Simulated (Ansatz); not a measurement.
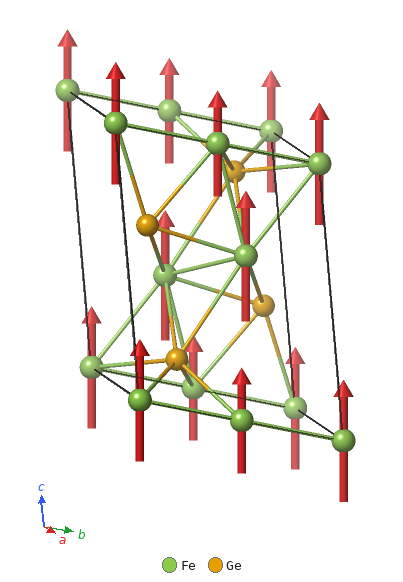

View slightly off an axis, drawn as a ball-and-stick model. The outline marks the cell (the run's own, in a reduced setting). Arrows are the site magnetic moments above 0.25 μB; longer means larger, and red and blue are up and down (without spin-orbit coupling the axis itself is arbitrary).

This is the state reached for FeGe. All computed values are from DFT PBE, scalar-relativistic, plane waves, PAW in Ansatz. Settings: a cutoff energy of 420 eV, k-points about 0.17 Å⁻¹ apart, Gaussian smearing of 0.1 eV, collinear spins.

Name the magnetic order and give the moments.

Answer. Ferromagnetic (within this cell). Site moments: 4 Fe +0.9 to +1.8 μB. The net spin moment of the whole cell is 5.7 μB, including what lies between the atoms and on sites without an arrow.

The structure comes from a structure listed in the Materials Project. The picture shows the end point of a geometry optimisation with DFT PBE, scalar-relativistic, plane waves, PAW (Ansatz 0.2.0).
